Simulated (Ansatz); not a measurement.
## Run report: Sb₂Se₃, geometry relaxation

- system: Sb₂Se₃ (5 atoms in the cell)
- method: DFT, PBE, plane waves, PAW (Ansatz 0.2.0)

The structure was built on a prototype by a generator; it need not be a known phase.

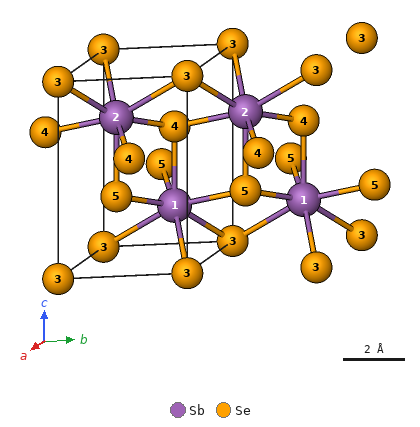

Figure 1. The structure as given in the input (ball-and-stick view of the cell of the calculation, repeated 1 × 2 × 1, seen slightly off an axis; bonded neighbours outside the cell are drawn too; atoms are numbered from 1 in the order of the input). Near neighbours in the crystal (not all of them lie inside the picture): Sb has 7 Se at 2.62 to 3.02 Å; Se has 6 Sb at 3.02 Å; Se has 4 Sb at 2.62 to 2.72 Å.

## Input
```yaml
crystal:
  lattice:
    - [4.3561340963, 0.0, 0.0]
    - [-2.1780670481, 3.7725227897, 0.0]
    - [0.0, 0.0, 6.7955691902]
  atoms:
    - { symbol: Sb, position: [0.3333333333, 0.6666666667, 0.245] }
    - { symbol: Sb, position: [0.6666666667, 0.3333333333, 0.755] }
    - { symbol: Se, position: [0.0, 0.0, 0.0] }
    - { symbol: Se, position: [0.3333333333, 0.6666666667, 0.645] }
    - { symbol: Se, position: [0.6666666667, 0.3333333333, 0.355] }
kpoints:
  mp_grid: { grid: [8, 8, 5] }
scf:
  occupations: { method: fermi_dirac, width: 0.03 }
  max_iter: 75
hamiltonian:
  xc: pbe
  pseudopotentials: { kind: paw }
output:
  forces: true
  stress: true
relax:
  f-tol: 0.005
  max_steps: 80
  cell: {}
```

Run as:
```bash
ansatz run input.yaml --threads 2 --pin off --max-ram 5120MiB --backend cpu --events-out ev --progress --plain --runs-dir out
```

## Log
```
Error: YAML parse error: error: line 24 column 3: unknown field `f-tol`, expected one of f_tol, exx_force_gate, max_steps, escape_saddle, max_displacement, constraints, restrain, density_extrapolation, adjacent_minimum, cell, random_displacement
  --> <input>:24:3
   |
22 |   stress: true
23 | relax:
24 |   f-tol: 0.005
   |   ^ unknown field `f-tol`, expected one of f_tol, exx_force_gate, max_steps, escape_saddle, max_displacement, constraints, restrain, density_extrapolation, adjacent_minimum, cell, random_displacement
25 |   max_steps: 80
26 |   cell: {}
   |
```

## What the run reported

```json
{"quantity": "outcome", "value": "refused by the program"}
{"quantity": "space group (tolerance 0.01 Å)", "value": "P-3m1 (164)"}
{"quantity": "hardware", "value": "2 threads of Arm Neoverse V2, 24 GiB of memory available, shared host"}
```

## Diagnosis

A setting was made wrong on purpose: a misspelt key (`relax.f_tol`). The program refused the input: “YAML parse error: error: line 24 column 3: unknown field `f-tol`, expected one of f_tol, exx_force_gate, max_steps, escape_saddle, max_displacement, constraints, restrain, density_extrapolation, adjacent_minimum, cell, random_displacement --> <input>:24:3 | 22 | stress: true 23 | relax: 24 | f-tol: 0.005 | ^ unknown …”
